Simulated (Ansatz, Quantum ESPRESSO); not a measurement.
## LiCl (Fm-3m): the LO frequency by hand

Wanted: the LO mode of LiCl (Fm-3m) from the TO mode and the field response.

Program: Quantum ESPRESSO 8.0 development, patched. Level of theory: DFT LDA, scalar-relativistic, plane waves, PseudoDojo norm-conserving pseudopotentials. Results are calculated unless marked as measured.

The database entry behind the starting cell differs from later determinations by our own check (0.1 to 0.3 % short, probably kX units), so it need not match the best structure at ambient conditions.

## 1. The relaxed structure

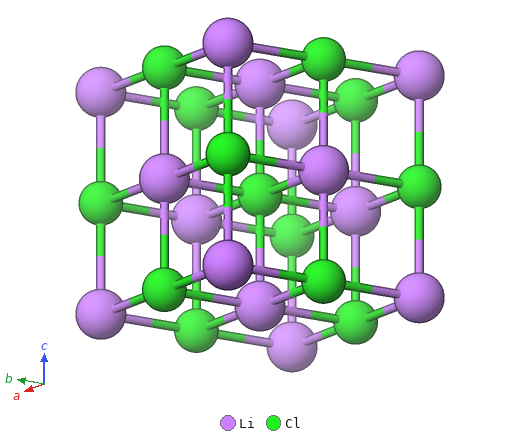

Start, viewed from a free direction; lithium purple, chlorine green. This picture shows the conventional cell, with its axes. Some periodic images of atoms are drawn too.

Structure file:

```xyz
2
Lattice="-2.4823 0.0000 2.4823 0.0000 2.4823 2.4823 -2.4823 2.4823 0.0000" Properties=species:S:1:pos:R:3 pbc="T T T"
Li    0.0000    0.0000    0.0000
Cl   -2.4823    2.4823    2.4823
```

This is the cell after its relaxation at this level of theory, not the database cell from which that began.

## 2. What the response run gave

A linear-response run on the relaxed cell, with the response to an electric field; only its zone-centre results are used. Cutoff 74 Ry, k mesh 8×8×8.

Log:

```text
[banners, grids, parts of the stress and lines that vanish by symmetry left out]
Program PHONON v.8.0dev
     Dynamical matrices for q-points given in input
     (   1q-points):
[...]
Exchange-correlation= PW
                           (   1   4   0   0   0   0   0)
[...]
kinetic-energy cut-off    =      74.0000  Ry
     charge density cut-off    =     296.0000  Ry
     convergence threshold     =      1.0E-18
[...]
Exchange-correlation= PW
                           (   1   4   0   0   0   0   0)
[...]
q = (   0.0000000   0.0000000   0.0000000 )
     49 Sym.Ops. (with q -> -q+G )
     G cutoff =  659.9422  (  17837 G-vectors)     FFT grid: ( 40, 40, 40)
     number of k points=    29
[...]
Mode symmetry, O_h (m-3m)  point group:
[...]
Dielectric constant
[...]
End of electric fields calculation
          Dielectric constant in cartesian axis
          (       3.187865558       0.000000000      -0.000000000 )
          (       0.000000000       3.187865558       0.000000000 )
          (       0.000000000       0.000000000       3.187865558 )
          Effective charges (d Force / dE) in cartesian axis without acoustic sum rule applied (asr)
           atom    1  Li    Mean Z*:        1.16606
      Ex  (        1.16606        0.00000        0.00000 )
      Ey  (       -0.00000        1.16606       -0.00000 )
      Ez  (        0.00000       -0.00000        1.16606 )
           atom    2  Cl    Mean Z*:       -1.16636
      Ex  (       -1.16636        0.00000        0.00000 )
      Ey  (        0.00000       -1.16636       -0.00000 )
      Ez  (        0.00000       -0.00000       -1.16636 )
          Effective charges Sum: Mean:       -0.00031
[...]
Effective charges (d Force / dE) in cartesian axis with asr applied:
           atom    1  Li    Mean Z*:        1.16621
[...]
atom    2  Cl    Mean Z*:       -1.16621
[...]
Dielectric constant from finite-differences
          (       3.187898487       0.000000000       0.000000000 )
          (       0.000000000       3.187898487      -0.000000000 )
          (       0.000000000      -0.000000000       3.187898487 )
[...]
(      -0.000000000      -0.000000000       0.000000000 )
          (      -0.000000000      -0.000000000       0.000000000 )
          (      -0.000000000      -0.000000000      -0.000000000 )
          (      -0.000000000      -0.000000000       0.000000000 )
          (      -0.000000000      -0.000000000      -0.000000000 )
          (       0.000000000      -0.000000000      -0.000000000 )
          (       0.000000000      -0.000000000       0.000000000 )
          (       0.000000000      -0.000000000       0.000000000 )
[...]
(      -0.000000000      -0.000000000      -0.000000000 )
          (       0.000000000      -0.000000000       0.000000000 )
          (      -0.000000000      -0.000000000      -0.000000000 )
          (       0.000000000       0.000000000      -0.000000000 )
          (      -0.000000000      -0.000000000      -0.000000000 )
[...]
Representation #   1 modes #   1   2   3
[...]
End of self-consistent calculation
     Convergence has been achieved
     Representation #   2 modes #   4   5   6
[...]
End of self-consistent calculation
     Convergence has been achieved
[...]
Dielectric constant in cartesian axis
          (       3.187865558       0.000000000      -0.000000000 )
          (       0.000000000       3.187865558       0.000000000 )
          (       0.000000000       0.000000000       3.187865558 )
          Effective charges (d Force / dE) in cartesian axis without acoustic sum rule applied (asr)
           atom    1  Li    Mean Z*:        1.16606
      Ex  (        1.16606        0.00000        0.00000 )
      Ey  (       -0.00000        1.16606       -0.00000 )
      Ez  (        0.00000       -0.00000        1.16606 )
           atom    2  Cl    Mean Z*:       -1.16636
      Ex  (       -1.16636        0.00000        0.00000 )
      Ey  (        0.00000       -1.16636       -0.00000 )
      Ez  (        0.00000       -0.00000       -1.16636 )
          Effective charges Sum: Mean:       -0.00031
[...]
Effective charges (d Force / dE) in cartesian axis with asr applied:
           atom    1  Li    Mean Z*:        1.16621
[...]
atom    2  Cl    Mean Z*:       -1.16621
[...]
q = (    0.000000000   0.000000000   0.000000000 )
[...]
freq (    1) =      -0.029182 [THz] =      -0.973411 [cm-1]
     freq (    2) =      -0.029182 [THz] =      -0.973411 [cm-1]
     freq (    3) =      -0.029182 [THz] =      -0.973411 [cm-1]
     freq (    4) =       6.850334 [THz] =     228.502532 [cm-1]
     freq (    5) =       6.850334 [THz] =     228.502532 [cm-1]
     freq (    6) =       6.850334 [THz] =     228.502532 [cm-1]
[...]
Mode symmetry, O_h (m-3m)  point group:
     freq (   1-   3) =         -1.0  [cm-1]   --> T_1u G_15  G_4- I
     freq (   4-   6) =        228.5  [cm-1]   --> T_1u G_15  G_4- I

   JOB DONE.
```

| quantity | value |
| --- | --- |
| cell volume Ω (Å³) | 30.592 |
| mass of Li (u) | 6.940 |
| mass of Cl (u) | 35.450 |
| Born charge of Li, raw (e) | 1.166 |
| Born charge of Cl, raw (e) | -1.166 |
| ε∞ | 3.188 |
| ω(TO) after the sum rule (cm⁻¹) | 228.5 |

## 3. The calculation

The charges must sum to zero over the cell; taking off their mean, 0.000 e, leaves Z* = 1.166 e on Li. In the polar mode Li moves against Cl, so the reduced mass is μ = 6.94 × 35.45 / 42.39 = 5.804 u.

A longitudinal wave builds up a field that adds to the restoring force: ω(LO)² = ω(TO)² + 4π Z*² / (μ Ω ε∞), in Hartree atomic units. With μ = 10580 electron masses and Ω = 206.44 bohr³ the second term is 2.4548e-06 Ha², or 118245 cm⁻² (1 Ha = 219474.6 cm⁻¹).

So ω(LO) = √(52212 + 118245) = 412.9 cm⁻¹, and by the Lyddane-Sachs-Teller relation ε₀ = ε∞ (ω(LO)/ω(TO))² = 10.41.

## 4. Check against the program

The analysis program adds the same non-analytic term to the full matrix, here for q along (1 0 0).

Log:

```text
[banner, memory and clock lines left out]
Program DYNMAT v.8.0dev

     Reading Dynamical Matrix from file g.dyn
     ...Force constants read
     ...epsilon and Z* read
     ...Raman cross sections read

     Polarizability (A^3 units)
     multiply by 0.578273 for Clausius-Mossotti correction (not under assume_isolated = 'mt')
         5.326170    0.000000    0.000000
         0.000000    5.326170    0.000000
        -0.000000    0.000000    5.326170

     IR activities are in (D/A)^2/amu units

# mode   [cm-1]    [THz]      IR
    1     -0.00   -0.0000    0.0000
    2     -0.00   -0.0000    0.0000
    3      0.00    0.0000    0.0000
    4    228.50    6.8502    5.4064
    5    228.50    6.8502    5.4064
    6    412.86   12.3771    5.4064
```

ε₀ comes from the program's run without a direction of q.

| quantity | by hand | program |
| --- | --- | --- |
| ω(LO) (cm⁻¹) | 412.9 | 412.9 |
| ε₀ | 10.41 | 10.41 |

## 5. Outcome

```yaml
to_mode: 228.5 cm⁻¹
lo_mode: 412.9 cm⁻¹
static_dielectric_constant: 10.41
```

**Reading.** The LO mode of LiCl (Fm-3m) lies at 413 cm⁻¹, 184 cm⁻¹ above the TO mode; the formula meets the program within 0.1 cm⁻¹, as it must for a cubic crystal with one polar mode. ω(LO)² − ω(TO)² goes with Z*²/ε∞: an error of 5 % in ε∞ would move the LO mode by 6.9 cm⁻¹, and semilocal functionals tend to overestimate ε∞. These are harmonic values at zero temperature, at the volume of this functional, for the structure held cubic; stability elsewhere in the zone is no part of this calculation.

[Host names and launcher messages were left out of these logs when they were recorded.]

[Logs are printed without paths, hosts, clocks, repeated set-up lines and the standing remarks that a program may print on its own settings, such as how far it seeks lower states.]

[Hosts, paths, dates, database ids (printed as entryN), source tags and the programs' standing remarks are cut or masked in the printed files.]
